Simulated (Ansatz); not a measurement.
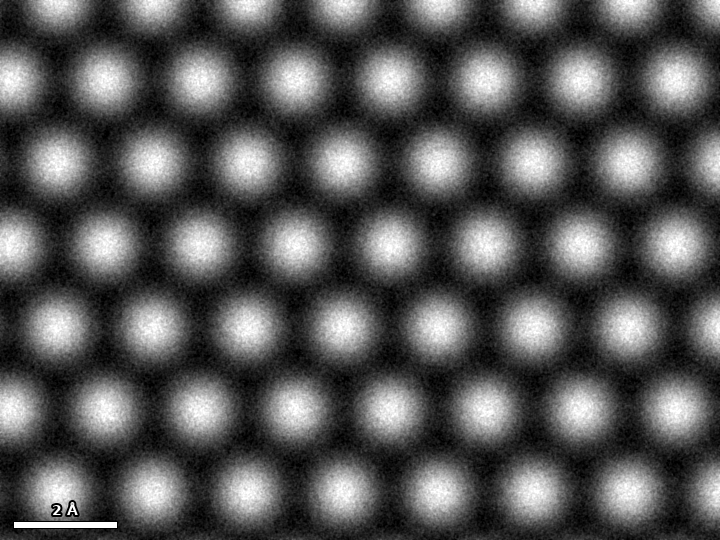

Z-contrast image of Mg (Fm-3m, No. 225) along [111]. The image is simulated as a sum over atoms of Z^1.7, blurred by a 1.20 Å probe (no channelling). The probe carries 25 % of its weight in a tail 2.5 times as wide. Shot noise was added. Atomic positions: the geometry given to an electronic-structure calculation, possibly off equilibrium; the starting structure was generated, so it need not be a known form of this composition.

Q: Interpret the image.

A: The columns repeat on a hexagonal net with a repeat of 1.85 Å (plane group p6mm). All columns are alike (Mg). The shortest distance between visible columns is 1.85 Å in projection. Along the beam the structure repeats every 7.85 Å.
